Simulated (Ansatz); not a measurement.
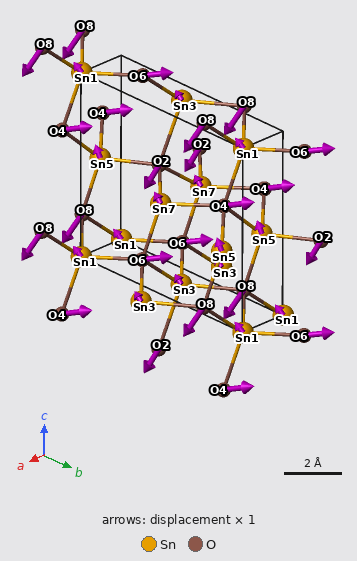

This is a relaxation of crystalline SnO (built on the BeS-216 type type). The starting structure is drawn; purple arrows show the displacements (the part carried along by the change of the cell is left out), at their true length.

Style: ball-and-stick. Shown: the cell of the calculation, reduced to other axes, slightly off an axis. Lengths and directions refer to the drawn axes.

Case: shaken.

These are results of Ansatz, DFT, PBEsol, plane waves, PAW, not measurements.

The input:
```yaml
crystal:
  lattice:
    - [-0.0155802164, 2.6481149024, 2.7131186729]
    - [5.4444330949, -0.0010484371, 5.3961253501]
    - [5.4152526001, 5.2369373144, 0.0281320577]
  atoms:
    - { symbol: Sn, position: [-0.0140529442, 0.0007878093, 0.0027089196] }
    - { symbol: O, position: [0.7336417994, 0.400910138, 0.3597168894] }
    - { symbol: Sn, position: [0.0204442952, -0.009967033, 0.5021549812] }
    - { symbol: O, position: [0.716663402, 0.3679636406, 0.8752232547] }
    - { symbol: Sn, position: [-0.0082440686, 0.5133201439, -0.0032802396] }
    - { symbol: O, position: [0.7644113581, 0.8582188918, 0.3831706203] }
    - { symbol: Sn, position: [0.0116264276, 0.5059443373, 0.4986284732] }
    - { symbol: O, position: [0.740974301, 0.8661232306, 0.8824757959] }
kpoints:
  mp_grid: { grid: [6, 6, 6] }
hamiltonian:
  xc: pbesol
scf:
  occupations: { method: fermi_dirac, width: 0.05 }
relax:
  f_tol: 0.01
  cell: {}
  max_steps: 120
output:
  write_density: true
  write_potential: true
  elf: true
  volumetric_format: npy
```

Run as
```bash
ansatz run input.yaml --threads 2 --pin off --max-ram 2211MiB --backend cpu --events-out ev --progress --plain --runs-dir out
```

Question: Which element moves most?

Answer: Oxygen: up to 1.36 Å, against 0.53 Å for tin.

Question: What did the optimiser do to the structure, and how much energy did it gain?

Answer: Over 27 accepted moves (31 points after the start) the energy falls by 511 meV per atom. The largest force component goes from 0.54 to 0.0002 eV/Å. Pressure: 0.61 GPa at the start and 0.00 GPa at the end. At 4 points the geometry stayed and the basis and grid were re-selected for the new cell (energy shift of 20.8 meV per atom at most each time). O8 moves most relative to the cell: 1.36 Å along [0 −1 −3]. Largest moves by element: O 1.36 Å, Sn 0.53 Å. The volume changes by −11.3 %, with a 3.791 → 3.797 Å (+0.1 %), b 6.588 → 6.087 Å (−7.6 %), c 6.635 → 6.087 Å (−8.3 %), α 110.9° → 77.6°, β 90.4° → 90.0°, γ 91.2° → 90.0°. Near-neighbour distances that change, for instance: Sn5–O8 4.617 → 2.226 Å, O4–Sn7 4.517 → 2.226 Å, Sn1–O6 4.508 → 2.226 Å, O2–Sn3 4.334 → 2.226 Å. New bonds form, among them: O2–Sn3 (4.33 → 2.23 Å), O4–Sn7 (another periodic image) (4.52 → 2.23 Å), Sn1–O6 (another periodic image) (4.51 → 2.23 Å), Sn5–O8 (another periodic image) (4.62 → 2.23 Å). Bonds break, among them: O4–Sn7 (2.33 → 4.07 Å), Sn1–O6 (2.34 → 4.07 Å), Sn5–O8 (2.19 → 4.07 Å). Bond angles that change, for instance: O2–Sn5–O4 112.5° → 74.4°, O6–Sn3–O8 112.3° → 74.4°, O4–Sn1–O8 109.6° → 74.4°. Within 0.06 Å the space group is P1 at the start and P4/nmm at the end; at a tighter tolerance small leftover displacements or strains of the cell lower it. Cost: 12 min on 2 threads of Intel(R) Xeon(R) Platinum 8488C (Sapphire Rapids) (shared host), peak memory 0.9 GiB.
